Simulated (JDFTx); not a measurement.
```
Cl Na
1.0
     3.54828    0.00000    0.00000
     0.00000    3.54828    0.00000
     0.00000    0.00000    3.54828
Cl Na
1 1
Direct
  0.50000 0.50000 0.50000
  0.00000 0.00000 0.00000
```

Space group Pm-3m; a structure from a database of computed crystals, not necessarily the ambient phase; computed pressure about −4 GPa in this cell.

The calculation used Kohn-Sham DFT of a periodic cell, LDA, PseudoDojo-SR-LDA-0.4.1-standard (JDFTx 1.7.0 (patched build)).

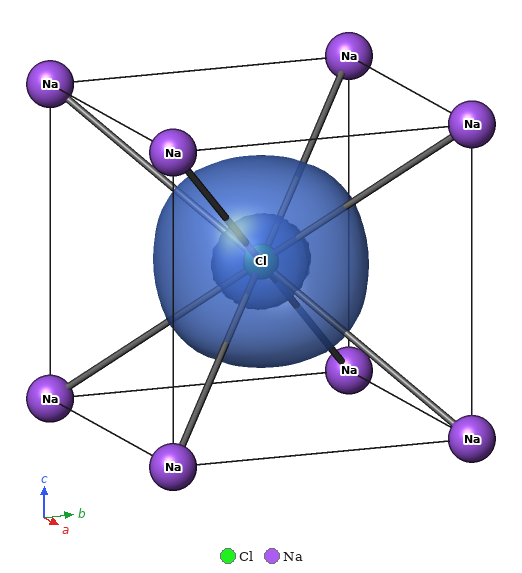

NaCl. Isosurface of the ELF at 0.75 (blue), seen slightly off an axis. Core shells and regions of very low density are left out. Sticks mark near contacts.

Where are the electrons localised?

Answer. At this value the surface marks out one region wrapped around Cl (its valence shell), counted in one cell of 2 atoms. Regions shared between cells count once. Along the contacts the grid gives the following. Na–Cl (3.07 Å): the ELF is about 0.35 at the midpoint (an ionic contact with no shared pair).

Metal or insulator at this level of theory?

Answer. It is gapped, with a Kohn–Sham gap of 3.5 eV on the k-point mesh (the band edges may lie off the mesh, which would make the gap smaller).
